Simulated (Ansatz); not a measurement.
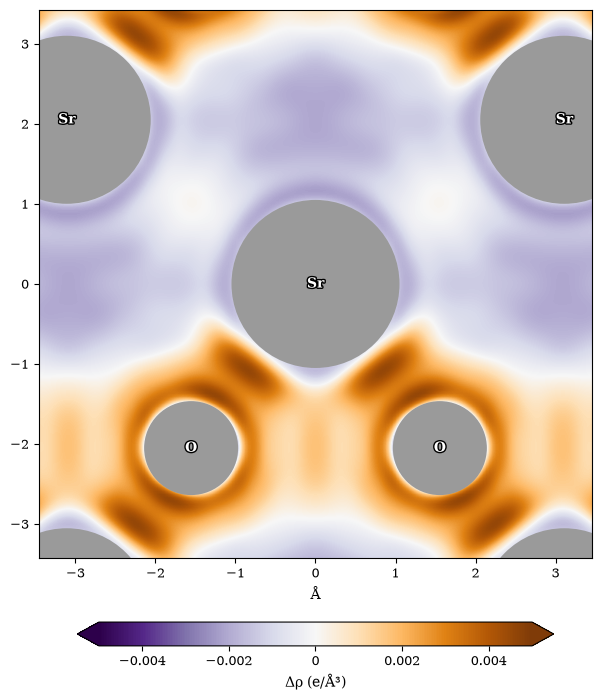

SrO: difference of two self-consistent densities at the same geometry, ρ(HSE06) − ρ(r2SCAN), on the (110) plane of the conventional cell. Grey discs cover the cores, where the PAW densities can't be compared. Cores are masked to 1.0 Å (Sr) and 0.6 Å (O).

Space group P6_3/mmc. The cell comes from a database of computed structures, not from a measurement.

Both runs: Ansatz, scalar-relativistic, plane waves and PAW, same cutoff, k-points and PAW files (made with PBE).

What differs between the two levels of theory?

Answer. Against r2SCAN, and outside the masked cores, the largest gain, 0.005 e/Å³, lies 1.2 Å from an oxygen nucleus and 1.4 Å from a strontium one, and the largest loss, 0.002 e/Å³, lies 1.2 Å from a strontium nucleus.
- Bader charges are Sr +1.52 and O −1.52 e with r2SCAN and Sr +1.53 and O −1.53 e with HSE06.
- At this volume the pressure is 0 GPa with r2SCAN and roughly −1 GPa with HSE06.
- The gap on the mesh is 3.56 eV with r2SCAN and 4.50 eV with HSE06.
